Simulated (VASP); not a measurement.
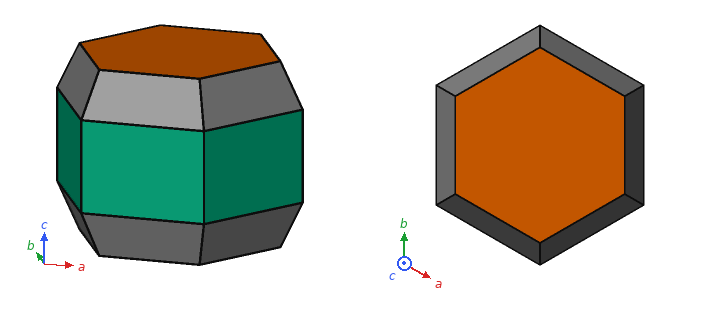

Two views of one computed crystal shape (BFDH rule; symmetry-equivalent faces share a colour; the right view looks down the c axis). A face and its opposite count as equivalent. Forms under 0.4 % of the area are left out.

> What symmetry does this shape have?

Hexagonal, Laue class 6/mmm. A BFDH shape is always centrosymmetric and shows few forms, so it can't tell the point group within that class, and the other Laue class of the same system could look alike. It was computed for TaN in P6_3/mmc, with forms {100}, {101} and {002}.

Origin: the geometry relaxed with VASP Kohn-Sham DFT of a periodic cell, PBE with rVV10, VASP PAW PBE potentials, recommended in VASP 6.6.1.
